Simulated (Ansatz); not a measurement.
## Electronic structure of Br in real space

Input

```
crystal:
  lattice:
    - [-1.3609, 1.3609, 3.39505]
    - [1.3609, -1.3609, 3.39505]
    - [1.3609, 1.3609, -3.39505]
  atoms:
    - { symbol: Br, position: [0.0, 0.0, 0.0] }
basis:
  ecutwfc: 420
kpoints:
  mp_grid: { grid: [22, 22, 22] }
hamiltonian:
  xc: lda
  pseudopotentials: { kind: paw }
  dispersion: d3bj
scf:
  occupations: { method: gaussian, width: 0.15 }
output:
  forces: true
  stress: true
  eigenvalues: true
  write_density: true
  write_potential: true
  elf: true
  volumetric_format: npy
```

Launched as:

```sh
ansatz run input.yaml --threads 1 --pin off --max-ram 2048MiB --backend cpu --events-out ev --progress --plain --runs-dir out
```

Below, planes, directions and counts refer to the conventional cell (a = 2.72 Å, b = 2.72 Å, c = 6.79 Å, α = 90.00°, β = 90.00°, γ = 90.00°).

Space group I4/mmm; a structure from a database of computed crystals, not necessarily the ambient phase; computed without spin polarisation.

Computed with Ansatz 0.2.0, DFT LDA+D3(BJ), scalar-relativistic, plane waves, PAW.

In a PAW calculation such maps are meaningful between the atoms, not at the nuclei.

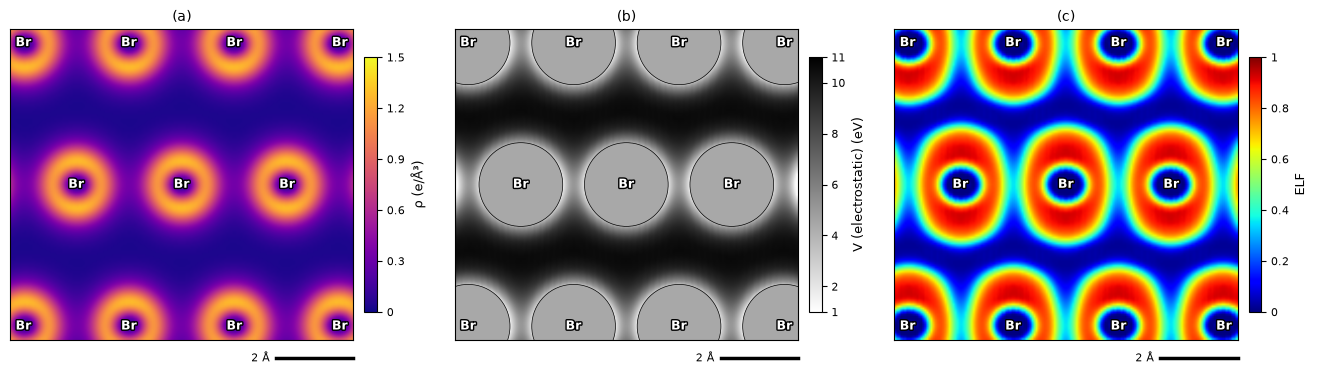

Figure 1. (a) valence electron density; (b) electrostatic potential energy of an electron; (c) electron localisation function on the (011) plane of the conventional cell. Grey discs cover the atomic cores in the potential map.

> Read the bonding off the picture.

- Atoms in the plane: Br.
- Br–Br (2.72 Å): ρ is about 0.33 e/Å³ halfway; the ELF is about 0.35 at the midpoint.
- Between the atoms the lowest density in this plane is 0.03 e/Å³.
- Outside the cores the potential energy rises away from the atoms and is highest about 1.9 Å from the nearest atoms; its zero is arbitrary.

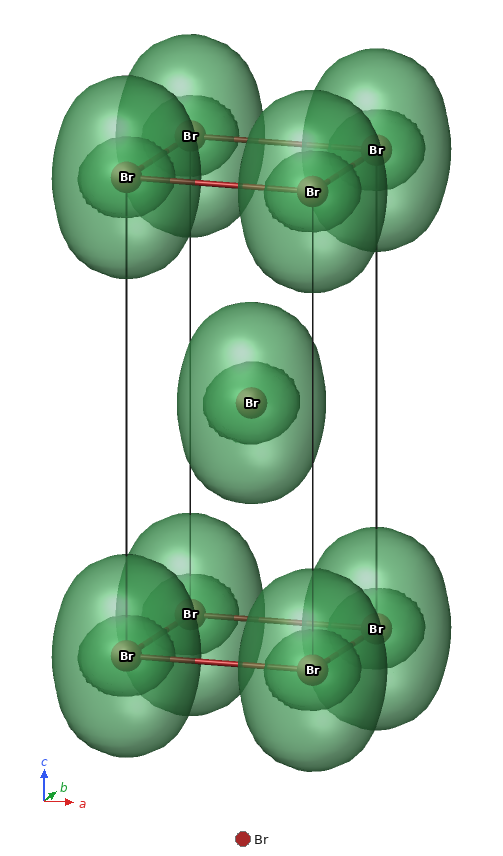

Figure 2. Isosurface of the electron localisation function at 0.7 (green), seen slightly off an axis. Only the valence region is drawn (cores and ρ < 0.01 e/Å³ removed). Sticks mark near contacts.

> Identify the bonds, lone pairs and shells in this picture.

At this value the surface marks out two regions wrapped around Br (the valence shell of each), counted in one cell of 2 atoms. Regions shared between cells count once.

> Metal or insulator at this level of theory?

It is metallic or semimetallic at this level of theory: no gap opens.
